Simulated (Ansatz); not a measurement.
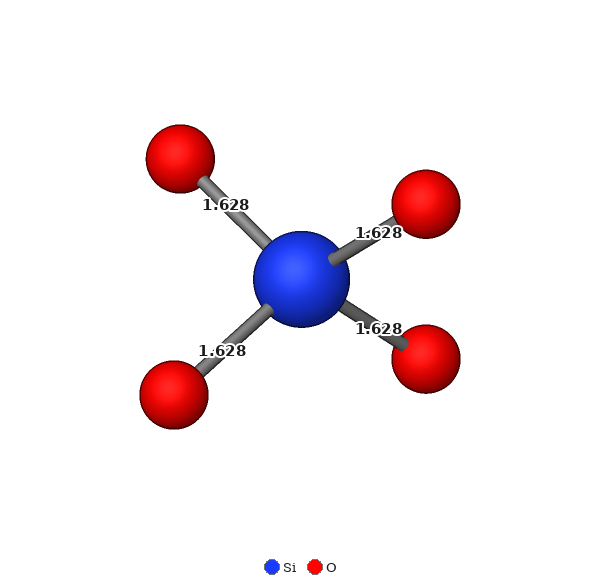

The surroundings of site Si1 (at 0.500, 0.000, 0.250) in ZrSiO₄ in space group I4_1/amd, with bond lengths in Å.

The cell is taken from the geometry relaxed in a fixed cell with DFT PBE, scalar-relativistic, plane waves, PAW in Ansatz 0.2.0.

```xyz
24
Lattice="6.6070 0.0000 0.0000 0.0000 6.6070 0.0000 0.0000 0.0000 5.9820" Properties=species:S:1:pos:R:3 pbc="T T T"
Zr    0.0000    3.3035    1.4955
Zr    0.0000    0.0000    0.0000
Si    3.3035    0.0000    1.4955
Si    0.0000    0.0000    2.9910
O     3.3035    2.0823    4.9053
O     4.5247    0.0000    0.4188
O     0.0000    1.2212    1.9143
O     2.0823    0.0000    0.4188
O     3.3035    1.2212    2.5722
O     1.2212    0.0000    4.0677
O     3.3035    5.3858    2.5722
O     2.0823    3.3035    1.0767
Zr    3.3035    0.0000    4.4865
Zr    3.3035    3.3035    2.9910
Si    0.0000    3.3035    4.4865
Si    3.3035    3.3035    0.0000
O     0.0000    5.3858    1.9143
O     1.2212    3.3035    3.4098
O     3.3035    4.5247    4.9053
O     5.3858    3.3035    3.4098
O     0.0000    4.5247    5.5632
O     4.5247    3.3035    1.0767
O     0.0000    2.0823    5.5632
O     5.3858    0.0000    4.0677
```

Bond valence s = exp((R0 − d)/b), R0 fitted to published crystal structures with b = 0.37 Å; R0 in Å: Si4+–O 1.620.

**Calculate the bond-valence sum of Si1 from the bonds drawn.**

4 × 0.979 = 3.91 v.u., against a formal valence of 4: a close match.

Further R0 (Å): Zr4+–O 1.933.

**And over the whole structure?**

```
site              x, y, z  formal valence  bond-valence sum  difference
 Zr1  0.000, 0.500, 0.250              +4              4.04        0.04
 Si1  0.500, 0.000, 0.250              +4              4.01        0.01
  O1  0.500, 0.315, 0.820              −2              2.01        0.01
```

These sums include all anions within 5 Å. The global instability index (root mean square of the differences over all atoms) is 0.02 v.u.: little strain. Cells relaxed with PBE tend to have slightly long bonds, which lowers the sums.
